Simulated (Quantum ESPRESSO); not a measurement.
**A series of single points on ZnF$_{2}$**

System: ZnF$_{2}$ (P4₂/mnm, 6 atoms in the cell).
Method: Kohn-Sham DFT of a periodic cell, LDA, GBRV 1.5 LDA, no spin polarisation (Quantum ESPRESSO 7.5).

The 7 runs differ only in the geometry, by an even scaling of the cell at fixed fractional positions. The structure derives from an entry of the Crystallography Open Database.

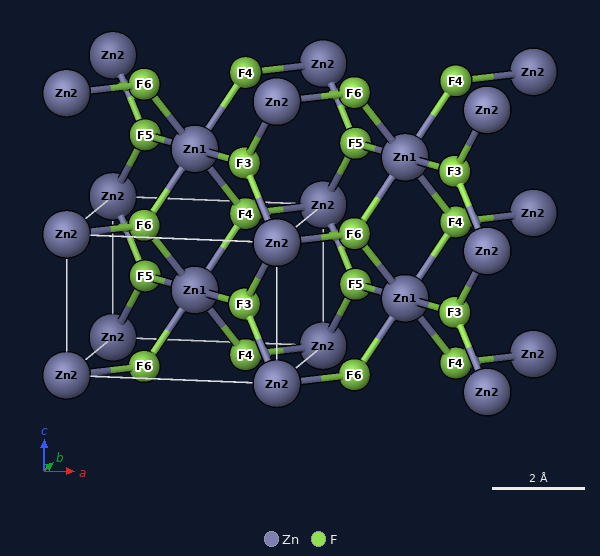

Figure 1. The structure of run 4 (ball-and-stick view of the cell of the calculation, repeated 2 × 1 × 2, seen slightly off an axis; atoms are numbered from 1 in the order of the input). An atom can appear more than once, as a periodic image.

### Input of run 4
```
&CONTROL
  calculation = 'scf'
  prefix = 'pwscf'
  outdir = './tmp'
  pseudo_dir = './pseudo'
  tstress = .true.
  disk_io = 'nowf'
/
&SYSTEM
  ibrav = 0
  nat = 6
  ntyp = 2
  ecutwfc = 56
  ecutrho = 448
  nbnd = 45
  occupations = 'smearing'
  smearing = 'fd'
  degauss = 0.00367493
/
&ELECTRONS
  conv_thr = 1.2d-09
  electron_maxstep = 120
  mixing_beta = 0.5
/
ATOMIC_SPECIES
Zn    65.3800 zn_lda_v1.uspp.F.UPF
F     18.9984 f_lda_v1.4.uspp.F.UPF
CELL_PARAMETERS angstrom
   4.7048000000    0.0000000000    0.0000000000
   0.0000000000    4.7048000000    0.0000000000
   0.0000000000    0.0000000000    3.1338000000
ATOMIC_POSITIONS crystal
Zn     0.5000000000    0.5000000000    0.5000000000
Zn     0.0000000000    0.0000000000    0.0000000000
F      0.8024000000    0.1976000000    0.5000000000
F      0.6976000000    0.6976000000    0.0000000000
F      0.1976000000    0.8024000000    0.5000000000
F      0.3024000000    0.3024000000    0.0000000000
K_POINTS automatic
6 6 9 0 0 0
```

Command:
```bash
OMP_NUM_THREADS=1 mpirun -n 2 pw.x -nk 2 -in pw.in > pw.out
```

Lattice vectors (Å) and fractional positions of run 4:
```
   4.704800    0.000000    0.000000
   0.000000    4.704800    0.000000
   0.000000    0.000000    3.133800
Zn  0.500000  0.500000  0.500000
Zn  0.000000  0.000000  0.000000
F   0.802400  0.197600  0.500000
F   0.697600  0.697600  0.000000
F   0.197600  0.802400  0.500000
F   0.302400  0.302400  0.000000
```

Run 2 differs from it as follows:
```diff
-   4.7048000000    0.0000000000    0.0000000000
-   0.0000000000    4.7048000000    0.0000000000
-   0.0000000000    0.0000000000    3.1338000000
+   4.6412138269    0.0000000000    0.0000000000
+   0.0000000000    4.6412138269    0.0000000000
+   0.0000000000    0.0000000000    3.0914461594
```

### Results, with one run withheld

| run | volume per atom (Å³) | free energy per atom, from the lowest run given (meV) | pressure (GPa) | gap on the mesh (eV) |
| --- | --- | --- | --- | --- |
| 1 | 10.868 | 0.00 | 2.53 | 3.45 |
| 2 | 11.099 | ? | ? | ? |
| 3 | 11.330 | 0.64 | −2.99 | 3.36 |
| 4 | 11.561 | 6.55 | −5.38 | 3.32 |
| 5 | 11.792 | 15.62 | −7.42 | 3.28 |
| 6 | 12.024 | 27.52 | −9.20 | 3.25 |
| 7 | 12.255 | 41.92 | −10.88 | 3.21 |

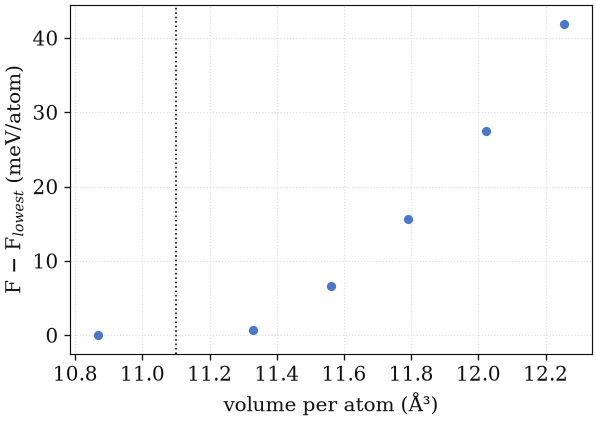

Figure 2. Free energy per atom of the runs given; the dotted line marks run 2.

What should run 2 give?

A cubic polynomial in V^(−2/3) (the Birch–Murnaghan form), fitted to the 6 runs given, misses them by at most 0.02 meV per atom. With x = V^(−2/3) − 0.19489 Å⁻², it reads F = 8.6795 − 3244.1 x + 2.5045e+05 x² + 4.5761e+05 x³ (meV per atom). At run 2 it gives −1.68 meV per atom, and the run itself gives −1.70. The slope of the fit gives a pressure −dF/dV of −0.28 GPa there, and the run prints −0.37 GPa. The two needn't agree exactly: the fit is approximate, and the printed stress is taken on a finite basis. The fit has its minimum at 11.076 Å³ per atom, where V d²F/dV² gives 135 GPa. Cell shape and fractional positions are held, so this is the stiffness under even scaling; the relaxed bulk modulus wasn't computed. The gap on the mesh goes, without turning, from 3.45 eV in run 1 to 3.21 eV in run 7; run 2 has 3.40 eV. These are gaps of this functional on this mesh, which can miss the band edges; they aren't the measured gap.

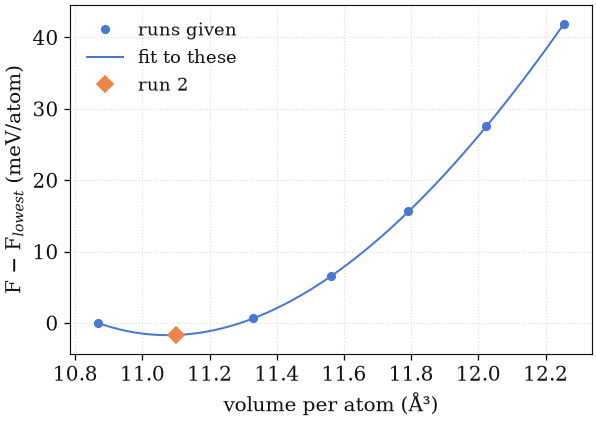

Figure 3. The fit and the withheld run.

### Some lines of the output (run 2)
```
[...]
     number of k points=    50  Fermi-Dirac smearing, width (Ry)=  0.0037
     total energy              =   -1116.92765872 Ry
     total energy              =   -1117.07356374 Ry
     total energy              =   -1117.09430779 Ry
     total energy              =   -1117.09469318 Ry
     total energy              =   -1117.09479200 Ry
     total energy              =   -1117.09479289 Ry
     total energy              =   -1117.09479300 Ry
     total energy              =   -1117.09479301 Ry
     the Fermi energy is     7.5451 ev
!    total energy              =   -1117.09479301 Ry
     The total energy is F=E-TS. E is the sum of the following terms:
     Computing stress (Cartesian axis) and pressure
          total   stress  (Ry/bohr**3)                   (kbar)     P=       -3.73
```
